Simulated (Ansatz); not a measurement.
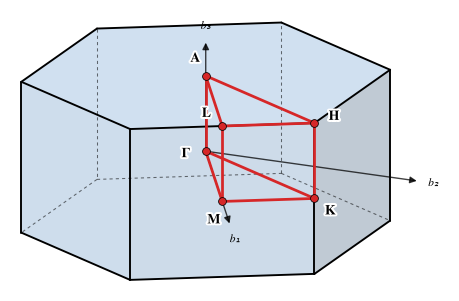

The first Brillouin zone and its special points. Crystal: SrO, the input geometry of an electronic-structure calculation (not necessarily at equilibrium). All values are computed from the atomic coordinates in the standard setting (tolerance 0.002 Å).

Space group P6_3/mmc, No. 194; a = 3.553 Å, b = 3.553 Å, c = 6.217 Å, α = 90.00°, β = 90.00°, γ = 120.00°.

Labels and path follow the convention of Hinuma et al. (2017), as computed by seekpath; the arrows show the directions of the reciprocal primitive vectors b₁, b₂, b₃, in which coordinates are given; lengths include the factor 2π.

**List the special points with their coordinates and distances from Γ.**

```json
{"point": "Γ", "k₁": "0", "k₂": "0", "k₃": "0", "length of k (1/Å)": "0.000"}
{"point": "A", "k₁": "0", "k₂": "0", "k₃": "1/2", "length of k (1/Å)": "0.505"}
{"point": "K", "k₁": "1/3", "k₂": "1/3", "k₃": "0", "length of k (1/Å)": "1.179"}
{"point": "H", "k₁": "1/3", "k₂": "1/3", "k₃": "1/2", "length of k (1/Å)": "1.283"}
{"point": "M", "k₁": "1/2", "k₂": "0", "k₃": "0", "length of k (1/Å)": "1.021"}
{"point": "L", "k₁": "1/2", "k₂": "0", "k₃": "1/2", "length of k (1/Å)": "1.139"}
```

**What is the zone's volume?**

(2π)³ over the primitive cell's volume of 67.98 Å³: 3.65 Å⁻³.
